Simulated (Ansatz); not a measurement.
# NbAs(001) (I4_1md bulk, 8 atomic planes (those closer than 0.6 Å count as one), 10 Å, Nb-terminated): simulated STM

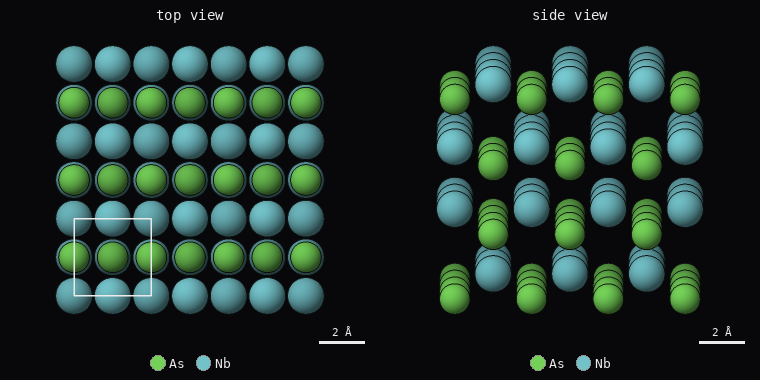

The relaxed structure from above and from the side.

Computed with DFT PBE, scalar-relativistic, plane waves, PAW (Ansatz). Cutoff 420 eV, 15 × 15 k-points, Gaussian smearing 0.05 eV, dipole correction. The slab is a cut without reconstruction beyond its cell, at the source's lattice constants, with its lower half held fixed and the rest relaxed. No spin polarisation. The run couldn't confirm all of its levels under its output density. The run warns that the functional's potential is rough in the thin density of the vacuum, where the tip is; weak contrasts and barriers may feel it.

Tersoff–Hamann simulation (s-wave tip); biases are sample biases. Bias windows are sharp sums over the levels of the k mesh.

```yaml
crystal:
  lattice:
    - [3.45170, 0.00000, 0.00000]
    - [0.00000, 3.45170, 0.00000]
    - [0.00000, 0.00000, 29.74112]
  atoms:
    - { symbol: As, position: [0.00000, 0.00000, 0.33623] }
    - { symbol: Nb, position: [0.50000, 0.50000, 0.36922] }
    - { symbol: As, position: [0.50000, 0.00000, 0.43442] }
    - { symbol: Nb, position: [0.00000, 0.50000, 0.46740] }
    - { symbol: As, position: [0.50000, 0.50000, 0.53384] }
    - { symbol: Nb, position: [0.00000, 0.00000, 0.56698] }
    - { symbol: As, position: [0.00000, 0.50000, 0.63405] }
    - { symbol: Nb, position: [0.50000, 0.00000, 0.66187] }
```

### 1. One image

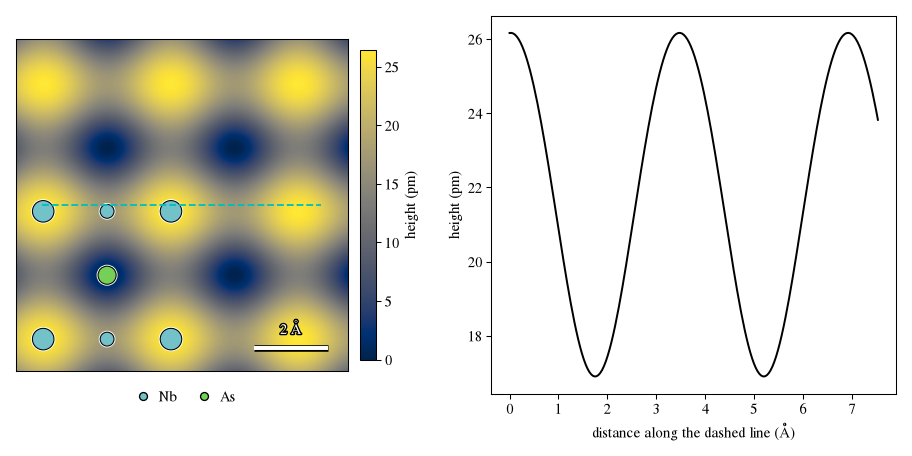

Constant-current image at a set point of 5.2 × 10⁻⁴ e/Å³ of this surface, sample bias +1.50 V. The atoms seen from above are drawn over one corner (deeper ones smaller). The right panel is the profile along the dashed line.

**Assign the bright and dark features to the surface structure.**

The brightest spots lie over the top Nb atoms; the darkest points are over the As atoms 0.8 Å below the top plane. The corrugation is 26 pm at a mean tip height of 4.0 Å.

### 2. Approach curves

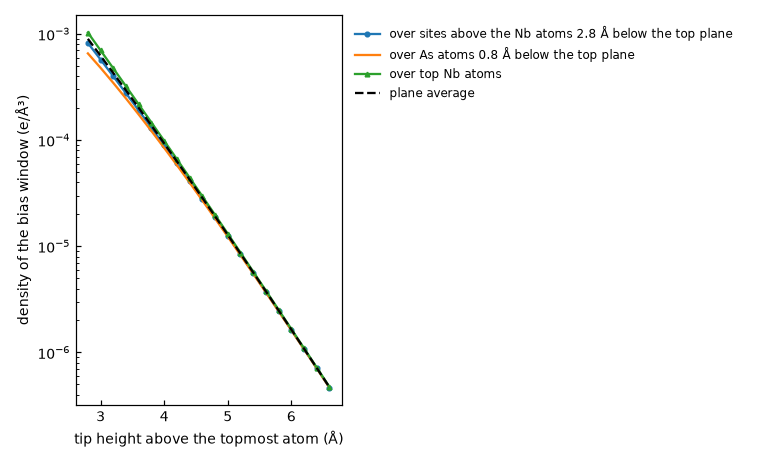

Approach curves over this surface at a sample bias of +0.25 V.

**Estimate the decay constant and the apparent barrier, and compare with the vacuum level, which the run puts 4.01 eV above zero bias.**

Near 4 Å the plane average falls as exp(−1.94 z/Å), a factor of 7 per ångström, which gives an apparent barrier of 3.6 eV (0.952 eV Å² times the slope squared). The upper edge of the window lies 3.76 eV under the vacuum level. The curve is still bending at 4 Å, since the potential hasn't yet risen to the vacuum level: further out the slope reaches 2.08 per Å, an apparent barrier of 4.1 eV. That far value is above 3.76 eV.

### 3. Bias series

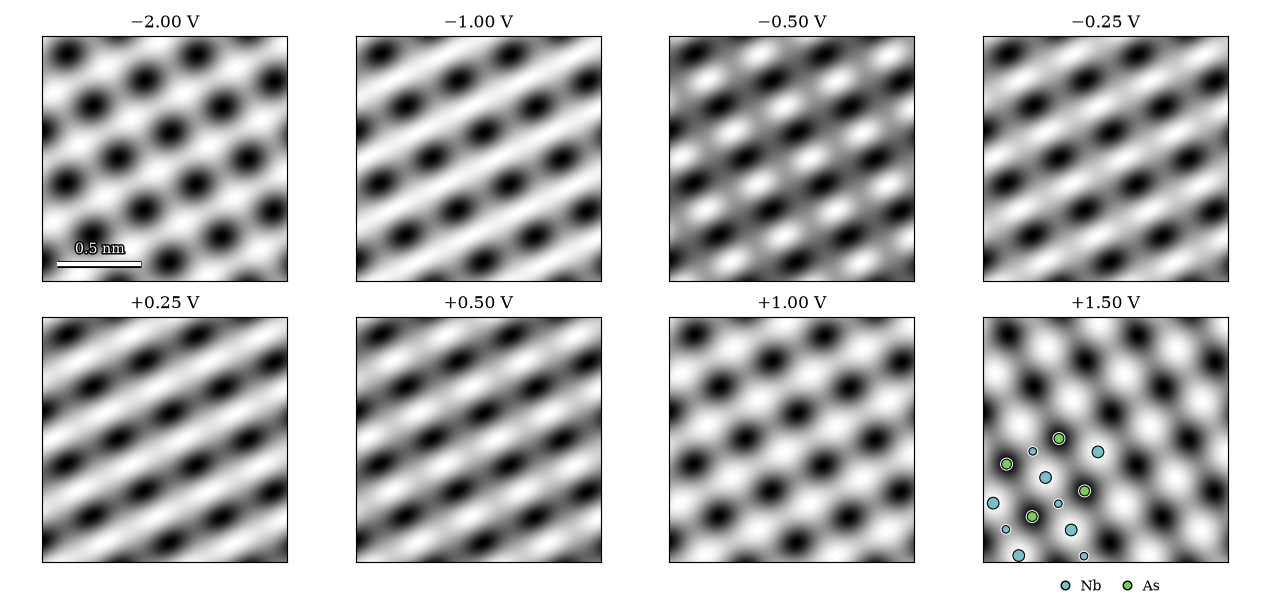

Constant-current images of this surface at 8 sample biases, each on its own colour scale; the last has the atoms seen from above drawn over one corner (deeper ones smaller).

**How do the images change with bias?**

```csv
bias,set point (e/Å³),corrugation,brightest over
−2.00 V,5.4 × 10⁻⁴,6 pm,top Nb atoms
−1.00 V,5.2 × 10⁻⁴,6 pm,points 1.7 Å to the side of the top Nb atoms and top Nb atoms
−0.50 V,4.6 × 10⁻⁴,7 pm,points 1.7 Å to the side of the top Nb atoms
−0.25 V,4.2 × 10⁻⁴,7 pm,points 1.7 Å to the side of the top Nb atoms
+0.25 V,2.4 × 10⁻⁴,15 pm,points 1.7 Å to the side of the top Nb atoms
+0.50 V,3.4 × 10⁻⁴,19 pm,points 1.7 Å to the side of the top Nb atoms
+1.00 V,7.9 × 10⁻⁴,22 pm,top Nb atoms
+1.50 V,1.3 × 10⁻³,37 pm,top Nb atoms
```

The slab has states at the Fermi level, so this model gives a current down to small biases. Its work function (top face) is 4.01 eV.

The weakest contrasts here depend on the k mesh and on the tip.
